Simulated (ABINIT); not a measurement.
# Run report: SiC, geometry relaxation (part 2 of 2)

The same run, continued: SiC (F-43m, 2 atoms in the cell); Kohn-Sham DFT of a periodic cell, LDA, PseudoDojo NC SR LDA v0.4 stringent, no spin polarisation (ABINIT 10.8.3); cutoff 1115.67 eV, 8×8×8 k-mesh, fermi-dirac of 0.05 eV. The structure derives from an entry of the Crystallography Open Database.

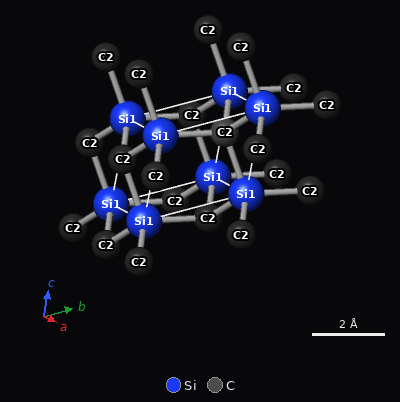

Figure 1. The geometry at step 2 of the log (ball-and-stick view of the cell of the calculation, seen slightly off an axis; neighbours outside the cell are drawn fainter; atoms are numbered from 1 in the order of the input).

## The program's output, continued
```
 Difference of energy with previous step (new-old):
           Absolute (Ha)=-2.30772E-04
           Relative     =-2.23690E-05

--- Iteration: ( 3/50) Internal Cycle: (1/1)
--------------------------------------------------------------------------------

---SELF-CONSISTENT-FIELD CONVERGENCE--------------------------------------------

--- !BeginCycle
iteration_state: {dtset: 1, itime: 3, icycle: 1, }
solver: {iscf: 7, nstep: 80, nline: 4, wfoptalg: 0, }
tolerances: {tolvrs: 1.00E-12, }
...

     iter   Etot(hartree)      deltaE(h)  residm     vres2
 ETOT  1  -10.316664549471    -1.032E+01 2.715E-05 9.072E-01
 ETOT  2  -10.316722254190    -5.770E-05 9.520E-06 3.641E-01
 ETOT  3  -10.316770441977    -4.819E-05 3.382E-06 1.297E-03
 ETOT  4  -10.316770557626    -1.156E-07 4.048E-07 2.179E-06
 ETOT  5  -10.316770557723    -9.652E-11 3.691E-07 9.501E-09
 ETOT  6  -10.316770557723    -6.661E-13 8.570E-08 7.823E-11
 ETOT  7  -10.316770557723     5.329E-15 8.137E-08 1.274E-12
 ETOT  8  -10.316770557724    -1.794E-13 1.191E-08 4.073E-15

 At SCF step    8       vres2   =  4.07E-15 < tolvrs=  1.00E-12 =>converged.

 Cartesian components of stress tensor (hartree/bohr^3)
  sigma(1 1)= -1.25903822E-06  sigma(3 2)=  0.00000000E+00
  sigma(2 2)= -1.25903822E-06  sigma(3 1)=  0.00000000E+00
  sigma(3 3)= -1.25903822E-06  sigma(2 1)=  0.00000000E+00

--- !ResultsGS
iteration_state: {dtset: 1, itime: 3, icycle: 1, }
comment   : Summary of ground state results
lattice_vectors:
- [  0.0000000,   4.0870578,   4.0870578, ]
- [  4.0870578,   0.0000000,   4.0870578, ]
- [  4.0870578,   4.0870578,   0.0000000, ]
lattice_lengths: [   5.77997,    5.77997,    5.77997, ]
lattice_angles: [ 60.000,  60.000,  60.000, ] # degrees, (23, 13, 12)
lattice_volume:   1.3654077E+02
convergence: {deltae: -1.794E-13, res2:  4.073E-15, residm:  1.191E-08, diffor: null, }
etotal    :  -1.03167706E+01
entropy   :   0.00000000E+00
fermie    :   2.94020296E-01
cartesian_stress_tensor: # hartree/bohr^3
- [ -1.25903822E-06,   0.00000000E+00,   0.00000000E+00, ]
- [  0.00000000E+00,  -1.25903822E-06,   0.00000000E+00, ]
- [  0.00000000E+00,   0.00000000E+00,  -1.25903822E-06, ]
pressure_GPa:   3.7042E-02
xred      :
- [  0.0000E+00,   0.0000E+00,   0.0000E+00, Si]
- [  7.5000E-01,   7.5000E-01,   7.5000E-01,  C]
cartesian_forces: # hartree/bohr
- [ -0.00000000E+00,  -0.00000000E+00,  -0.00000000E+00, ]
- [ -0.00000000E+00,  -0.00000000E+00,  -0.00000000E+00, ]
force_length_stats: {min:   0.00000000E+00, max:   0.00000000E+00, mean:   0.00000000E+00, }
...

 Integrated electronic density in atomic spheres:
 ------------------------------------------------
 Atom  Sphere_radius  Integrated_density
    1        2.00000          1.98524858
    2        2.00000          4.26625078

---OUTPUT-----------------------------------------------------------------------

 Cartesian coordinates (xcart) [bohr]
  0.00000000000000E+00  0.00000000000000E+00  0.00000000000000E+00
  6.13058675840656E+00  6.13058675840656E+00  6.13058675840656E+00
 Reduced coordinates (xred)
  0.00000000000000E+00  0.00000000000000E+00  0.00000000000000E+00
  7.50000000000000E-01  7.50000000000000E-01  7.50000000000000E-01
 Cartesian forces (fcart) [Ha/bohr]; max,rms= 0.00000E+00 0.00000E+00 (free atoms)
 -0.00000000000000E+00 -0.00000000000000E+00 -0.00000000000000E+00
 -0.00000000000000E+00 -0.00000000000000E+00 -0.00000000000000E+00
 Gradient of E wrt nuclear positions in reduced coordinates (gred)
  0.00000000000000E+00  0.00000000000000E+00  0.00000000000000E+00
  0.00000000000000E+00  0.00000000000000E+00  0.00000000000000E+00
 Scale of Primitive Cell (acell) [bohr]
  5.77997262602898E+00  5.77997262602898E+00  5.77997262602898E+00
 Real space primitive translations (rprimd) [bohr]
  0.00000000000000E+00  4.08705783893771E+00  4.08705783893771E+00
  4.08705783893771E+00  0.00000000000000E+00  4.08705783893771E+00
  4.08705783893771E+00  4.08705783893771E+00  0.00000000000000E+00
 Unitary Cell Volume (ucvol) [Bohr^3]=  1.36540769788156E+02
 Angles (23,13,12)= [degrees]
  6.00000000000000E+01  6.00000000000000E+01  6.00000000000000E+01
 Lengths [Bohr]
  5.77997262602898E+00  5.77997262602898E+00  5.77997262602898E+00
 Stress tensor in cartesian coordinates (strten) [Ha/bohr^3]
 -1.25903821572310E-06  0.00000000000000E+00  0.00000000000000E+00
  0.00000000000000E+00 -1.25903821572484E-06  0.00000000000000E+00
  0.00000000000000E+00  0.00000000000000E+00 -1.25903821572657E-06
 Total energy (etotal) [Ha]= -1.03167705577236E+01

 Difference of energy with previous step (new-old):
           Absolute (Ha)=-2.82206E-05
           Relative     =-2.73541E-06

--- Iteration: ( 4/50) Internal Cycle: (1/1)
--------------------------------------------------------------------------------

---SELF-CONSISTENT-FIELD CONVERGENCE--------------------------------------------

--- !BeginCycle
iteration_state: {dtset: 1, itime: 4, icycle: 1, }
solver: {iscf: 7, nstep: 80, nline: 4, wfoptalg: 0, }
tolerances: {tolvrs: 1.00E-12, }
...

     iter   Etot(hartree)      deltaE(h)  residm     vres2
 ETOT  1  -10.316770520713    -1.032E+01 1.093E-08 4.363E-04
 ETOT  2  -10.316770548443    -2.773E-08 3.828E-09 1.751E-04
 ETOT  3  -10.316770571635    -2.319E-08 1.107E-09 6.272E-07
 ETOT  4  -10.316770571691    -5.617E-11 5.681E-11 1.158E-09
 ETOT  5  -10.316770571691     1.492E-13 9.233E-11 6.303E-12
 ETOT  6  -10.316770571691    -1.563E-13 2.160E-11 4.853E-14

 At SCF step    6       vres2   =  4.85E-14 < tolvrs=  1.00E-12 =>converged.

 Cartesian components of stress tensor (hartree/bohr^3)
  sigma(1 1)=  1.15121743E-08  sigma(3 2)=  0.00000000E+00
  sigma(2 2)=  1.15121743E-08  sigma(3 1)=  0.00000000E+00
  sigma(3 3)=  1.15121743E-08  sigma(2 1)=  0.00000000E+00

--- !ResultsGS
iteration_state: {dtset: 1, itime: 4, icycle: 1, }
comment   : Summary of ground state results
lattice_vectors:
- [  0.0000000,   4.0872809,   4.0872809, ]
- [  4.0872809,   0.0000000,   4.0872809, ]
- [  4.0872809,   4.0872809,   0.0000000, ]
lattice_lengths: [   5.78029,    5.78029,    5.78029, ]
lattice_angles: [ 60.000,  60.000,  60.000, ] # degrees, (23, 13, 12)
lattice_volume:   1.3656313E+02
convergence: {deltae: -1.563E-13, res2:  4.853E-14, residm:  2.160E-11, diffor: null, }
etotal    :  -1.03167706E+01
entropy   :   0.00000000E+00
fermie    :   2.93959494E-01
cartesian_stress_tensor: # hartree/bohr^3
- [  1.15121743E-08,   0.00000000E+00,   0.00000000E+00, ]
- [  0.00000000E+00,   1.15121743E-08,   0.00000000E+00, ]
- [  0.00000000E+00,   0.00000000E+00,   1.15121743E-08, ]
pressure_GPa:  -3.3870E-04
xred      :
- [  0.0000E+00,   0.0000E+00,   0.0000E+00, Si]
- [  7.5000E-01,   7.5000E-01,   7.5000E-01,  C]
cartesian_forces: # hartree/bohr
- [ -0.00000000E+00,  -0.00000000E+00,  -0.00000000E+00, ]
- [ -0.00000000E+00,  -0.00000000E+00,  -0.00000000E+00, ]
force_length_stats: {min:   0.00000000E+00, max:   0.00000000E+00, mean:   0.00000000E+00, }
...

 Integrated electronic density in atomic spheres:
 ------------------------------------------------
 Atom  Sphere_radius  Integrated_density
    1        2.00000          1.98536117
    2        2.00000          4.26629809

---OUTPUT-----------------------------------------------------------------------

 Cartesian coordinates (xcart) [bohr]
  0.00000000000000E+00  0.00000000000000E+00  0.00000000000000E+00
  6.13092132918027E+00  6.13092132918027E+00  6.13092132918027E+00
 Reduced coordinates (xred)
  0.00000000000000E+00  0.00000000000000E+00  0.00000000000000E+00
  7.50000000000000E-01  7.50000000000000E-01  7.50000000000000E-01
 Cartesian forces (fcart) [Ha/bohr]; max,rms= 0.00000E+00 0.00000E+00 (free atoms)
 -0.00000000000000E+00 -0.00000000000000E+00 -0.00000000000000E+00
 -0.00000000000000E+00 -0.00000000000000E+00 -0.00000000000000E+00
 Gradient of E wrt nuclear positions in reduced coordinates (gred)
  0.00000000000000E+00  0.00000000000000E+00  0.00000000000000E+00
  0.00000000000000E+00  0.00000000000000E+00  0.00000000000000E+00
 Scale of Primitive Cell (acell) [bohr]
  5.78028806237948E+00  5.78028806237948E+00  5.78028806237948E+00
 Real space primitive translations (rprimd) [bohr]
  0.00000000000000E+00  4.08728088612018E+00  4.08728088612018E+00
  4.08728088612018E+00  0.00000000000000E+00  4.08728088612018E+00
  4.08728088612018E+00  4.08728088612018E+00  0.00000000000000E+00
 Unitary Cell Volume (ucvol) [Bohr^3]=  1.36563125744895E+02
 Angles (23,13,12)= [degrees]
  6.00000000000000E+01  6.00000000000000E+01  6.00000000000000E+01
 Lengths [Bohr]
  5.78028806237948E+00  5.78028806237948E+00  5.78028806237948E+00
 Stress tensor in cartesian coordinates (strten) [Ha/bohr^3]
  1.15121743093222E-08  0.00000000000000E+00  0.00000000000000E+00
  0.00000000000000E+00  1.15121743093222E-08  0.00000000000000E+00
  0.00000000000000E+00  0.00000000000000E+00  1.15121743093222E-08
 Total energy (etotal) [Ha]= -1.03167705716912E+01

 Difference of energy with previous step (new-old):
           Absolute (Ha)=-1.39677E-08
           Relative     =-1.35388E-09

 At Broyd/MD step   4, gradients are converged :
  max grad (force/stress) = 1.1512E-06 < tolmxf= 2.0000E-05 ha/bohr (free atoms)

================================================================================

 ----iterations are completed or convergence reached----

 Mean square residual over all n,k,spin=   15.990E-14; max=  21.604E-12
 reduced coordinates (array xred) for    2 atoms
       0.000000000000      0.000000000000      0.000000000000
       0.750000000000      0.750000000000      0.750000000000
 rms dE/dt=  0.0000E+00; max dE/dt=  0.0000E+00; dE/dt below (all hartree)
    1       0.000000000000      0.000000000000      0.000000000000
    2       0.000000000000      0.000000000000      0.000000000000

 cartesian coordinates (angstrom) at end:
    1      0.00000000000000     0.00000000000000     0.00000000000000
    2      3.24434384704033     3.24434384704033     3.24434384704033

 cartesian forces (hartree/bohr) at end:
    1     -0.00000000000000    -0.00000000000000    -0.00000000000000
    2     -0.00000000000000    -0.00000000000000    -0.00000000000000
 frms,max,avg= 0.0000000E+00 0.0000000E+00   0.000E+00  0.000E+00  0.000E+00 h/b

 cartesian forces (eV/Angstrom) at end:
    1     -0.00000000000000    -0.00000000000000    -0.00000000000000
    2     -0.00000000000000    -0.00000000000000    -0.00000000000000
 frms,max,avg= 0.0000000E+00 0.0000000E+00   0.000E+00  0.000E+00  0.000E+00 e/A
 length scales=  5.780288062379  5.780288062379  5.780288062379 bohr
              =  3.058796712991  3.058796712991  3.058796712991 angstroms
 Fermi (or HOMO) energy (hartree) =   0.29396   Average Vxc (hartree)=  -0.42479
 Eigenvalues (hartree) for nkpt=  29  k points:
 kpt#   1, nband=  8, wtk=  0.00195, kpt=  0.0000  0.0000  0.0000 (reduced coord)
  -0.29995    0.26968    0.26968    0.26968    0.51038    0.54001    0.54001    0.54001
      occupation numbers for kpt#   1
   2.00000    2.00000    2.00000    2.00000    0.00000    0.00000    0.00000    0.00000
 prteigrs : prtvol=0 or 1, do not print more k-points.

--- !EnergyTerms
iteration_state     : {dtset: 1, itime: 4, icycle: 1, }
comment             : Components of total free energy in Hartree
kinetic             :  5.97289881541557E+00
hartree             :  1.14763527894747E+00
xc                  : -3.79526268026594E+00
Ewald energy        : -1.05435338440960E+01
psp_core            :  6.45624918314355E-01
local_psp           : -4.03765991145416E+00
non_local_psp       :  2.93526852887532E-01
internal            : -1.03167705702511E+01
'-kT*entropy'       : -1.44006561913239E-09
total_energy        : -1.03167705716912E+01
total_energy_eV     : -2.80733628837460E+02
band_energy         :  4.14960787583827E-01
...

 Cartesian components of stress tensor (hartree/bohr^3)
  sigma(1 1)=  1.15121743E-08  sigma(3 2)=  0.00000000E+00
  sigma(2 2)=  1.15121743E-08  sigma(3 1)=  0.00000000E+00
  sigma(3 3)=  1.15121743E-08  sigma(2 1)=  0.00000000E+00

-Cartesian components of stress tensor (GPa)         [Pressure= -3.3870E-04 GPa]
- sigma(1 1)=  3.38699862E-04  sigma(3 2)=  0.00000000E+00
- sigma(2 2)=  3.38699862E-04  sigma(3 1)=  0.00000000E+00
- sigma(3 3)=  3.38699862E-04  sigma(2 1)=  0.00000000E+00

== END DATASET(S) ==============================================================
================================================================================

 -outvars: echo values of variables after computation  --------
            acell      5.7802880624E+00  5.7802880624E+00  5.7802880624E+00 Bohr
           etotal     -1.0316770572E+01
            fcart     -0.0000000000E+00 -0.0000000000E+00 -0.0000000000E+00
                      -0.0000000000E+00 -0.0000000000E+00 -0.0000000000E+00
            rprim      0.0000000000E+00  7.0710678119E-01  7.0710678119E-01
                       7.0710678119E-01  0.0000000000E+00  7.0710678119E-01
                       7.0710678119E-01  7.0710678119E-01  0.0000000000E+00
           strten      1.1512174309E-08  1.1512174309E-08  1.1512174309E-08
                       0.0000000000E+00  0.0000000000E+00  0.0000000000E+00
           xangst      0.0000000000E+00  0.0000000000E+00  0.0000000000E+00
                       3.2443438470E+00  3.2443438470E+00  3.2443438470E+00
             xred      0.0000000000E+00  0.0000000000E+00  0.0000000000E+00
                       7.5000000000E-01  7.5000000000E-01  7.5000000000E-01
 Calculation completed.
```

## Trajectory as extended XYZ (Å, eV, eV/Å), 4 frames, from step=0 to step=3
```
2
Lattice="0.0000 2.1790 2.1790 2.1790 0.0000 2.1790 2.1790 2.1790 0.0000" Properties=species:S:1:pos:R:3:forces:R:3 step=0 energy=-280.72658
Si    0.0000    0.0000    0.0000    0.0000   0.0000   0.0000
C     3.2685    3.2685    3.2685    0.0000   0.0000   0.0000
2
Lattice="0.0000 2.1682 2.1682 2.1682 0.0000 2.1682 2.1682 2.1682 0.0000" Properties=species:S:1:pos:R:3:forces:R:3 step=1 energy=-280.73286
Si    0.0000    0.0000    0.0000    0.0000   0.0000   0.0000
C     3.2523    3.2523    3.2523    0.0000   0.0000   0.0000
2
Lattice="0.0000 2.1628 2.1628 2.1628 0.0000 2.1628 2.1628 2.1628 0.0000" Properties=species:S:1:pos:R:3:forces:R:3 step=2 energy=-280.73363
Si    0.0000    0.0000    0.0000    0.0000   0.0000   0.0000
C     3.2442    3.2442    3.2442    0.0000   0.0000   0.0000
2
Lattice="0.0000 2.1629 2.1629 2.1629 0.0000 2.1629 2.1629 2.1629 0.0000" Properties=species:S:1:pos:R:3:forces:R:3 step=3 energy=-280.73363
Si    0.0000    0.0000    0.0000    0.0000   0.0000   0.0000
C     3.2443    3.2443    3.2443    0.0000   0.0000   0.0000
```

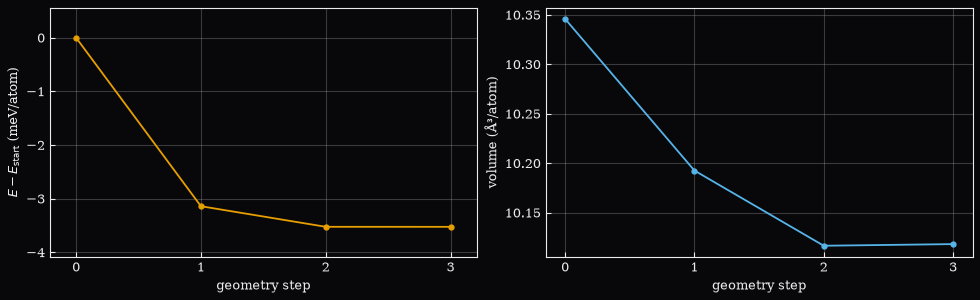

Figure 2. Progress of the relaxation, step by step (steps are counted from 0).

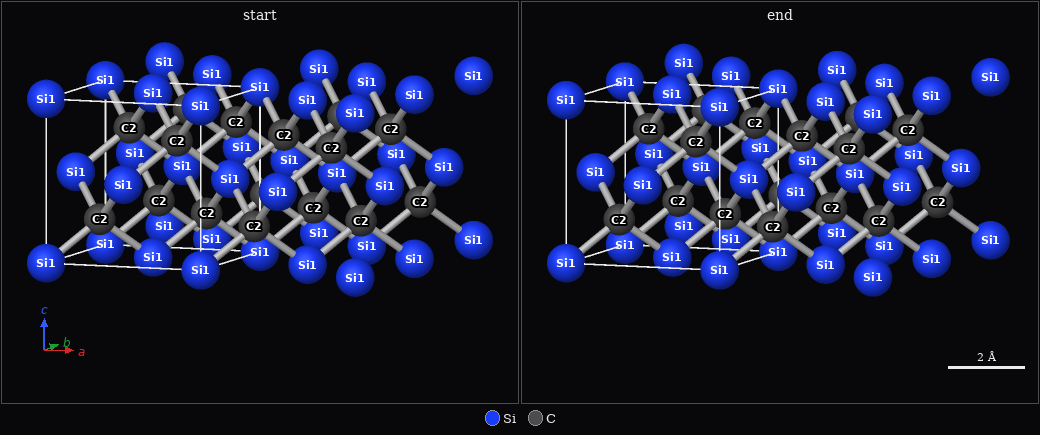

Figure 3. Before (left) and after (right) the relaxation, at one scale (ball-and-stick view of the cell 4 times as large as that of the calculation, set on its symmetry axes, repeated 2 × 2 × 1, seen slightly off an axis). After 3 geometry steps the energy has fallen by 3.5 meV per atom. All forces vanish by symmetry, so only the cell relaxes. No atom moves by more than 0.005 Å relative to the cell. Cell: a = b = c 4.358 → 4.326 Å (−0.7 %). Volume −2.2 %. Distances before and after: Si1–C2 1.887 → 1.873 Å. The space group stays F-43m (No. 216). (Atoms are counted from 1 in the order of the input.)

The run was set up as follows.

## Input file
```
# Pseudopotentials
pp_dirpath "./"
pseudos "Si.upf, C.upf"

# Structure
acell 3*1.0 Angstrom
rprim
     0.0000000000     2.1790000000     2.1790000000
     2.1790000000     0.0000000000     2.1790000000
     2.1790000000     2.1790000000     0.0000000000
ntypat 2
znucl 14 6
natom 2
typat 1 2
chkprim 0
chksymtnons 0
tolsym 1.0e-6
xred
            0.0            0.0            0.0
            3/4            3/4            3/4

# Plane-wave basis
ecut 41.0
ecutsm 0.5

# k points
kptopt 1
ngkpt 8 8 8
nshiftk 1
shiftk 0.0 0.0 0.0

# Exchange and correlation
ixc 7

# Bands and occupations
nband 8
occopt 3
tsmear 0.05 eV

# SCF cycle
nstep 80
tolvrs 1.0e-12

# Output
iomode 3
prteig 0
prtebands 0
prtwf 0
prtden 0

# Relaxation
ionmov 2
optcell 2
ntime 50
tolmxf 2.0e-5
dilatmx 1.08
```

Launch command:
```bash
abinit run.abi > log 2>&1
```

## Results in brief

- outcome: converged
- space group (tolerance 0.01 Å): F-43m (216)
- electrons treated: 8
- free energy: −280.7336 eV
- Fermi energy: 7.999 eV
- gap on the k-point mesh: 1.31 eV
- pressure: 0.00 GPa
- final volume: 20.24 Å³
- largest force (length of the vector) at the end: under 0.001 eV/Å
- final cell: a = 3.059 Å, b = 3.059 Å, c = 3.059 Å, α = 60.00°, β = 60.00°, γ = 60.00°
- hardware: 1 thread of Intel Xeon (Sapphire Rapids), 16 GiB of memory available, shared host
- wall time: 44 s
- peak memory: 0.08 GiB
